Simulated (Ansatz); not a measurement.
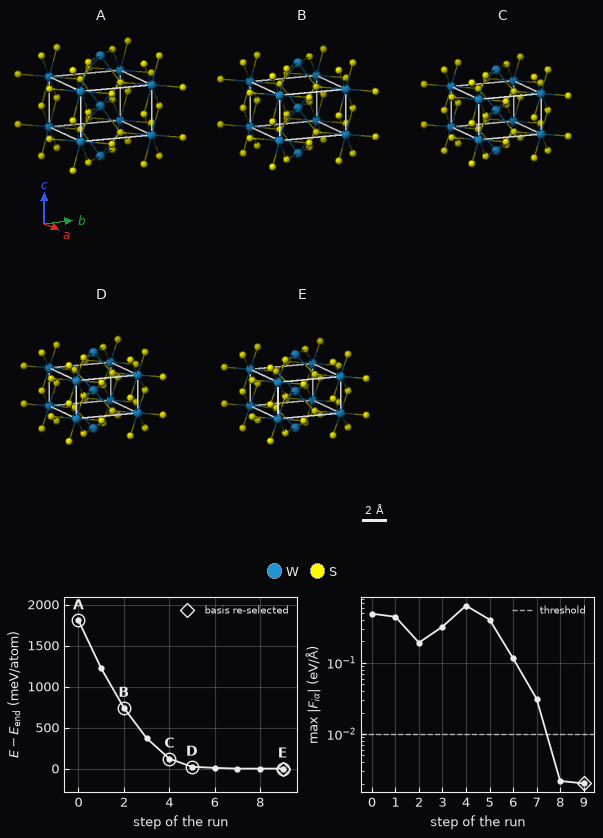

Frames of a relaxation of solid WS2 (built on the rutile type), marked on the history of the run. Style: ball-and-stick. Shown: the cell of the calculation, slightly off an axis.

Theory: Ansatz 0.2.0, DFT, PBEsol, plane waves, PAW. Settings: plane-wave cutoff 420 eV; k-point mesh 4 × 4 × 6; occupations fermi dirac; smearing width 0.03 eV; no spin polarisation; cell and atoms relaxed; force threshold 0.01 eV/Å; at most 120 steps.

Q: Describe the path.

A: Over 8 accepted moves (9 points after the start) the energy falls by 1806 meV per atom. Largest force component: 0.49 eV/Å at the start, 0.002 eV/Å at the end. Pressure: −23.78 GPa at the start and −0.02 GPa at the end. The SCF was repeated once at an unchanged geometry on a basis and grid sized afresh for the cell, which shifted the energy by 0.6 meV per atom at most. The largest moves relative to the cell, 0.16 Å, are those of S atoms. W stays in place. Cell: a = b 6.607 → 5.824 Å (−11.9 %), c 4.361 → 3.179 Å (−27.1 %). Volume −43.4 %. Near-neighbour distances that change, for instance: W–W 4.361 → 3.179 Å, S–W 2.850 → 2.349 Å, S–W 2.841 → 2.378 Å. Bond angles that change, for instance: S–W–S 79.8° → 96.1°, W–S–W 100.2° → 83.9°, S–W–S 100.2° → 83.9°. The space group stays P4_2/mnm (No. 136). The run took 110 s on 2 threads of Intel(R) Xeon(R) Processor @ 2.50GHz (Skylake/Cascade Lake), with other jobs on the host, peak memory 0.52 GiB. From step 0 to 2: S atoms move most (0.05 Å), volume −21.3 %, energy −1066 meV per atom. From step 2 to 4: S atoms move most (0.07 Å), volume −21.2 %, energy −619 meV per atom. From step 4 to 5: S atoms move most (0.13 Å), volume −9.0 %, energy −98.6 meV per atom. From step 5 to 9: volume +0.4 %, energy −22.0 meV per atom.
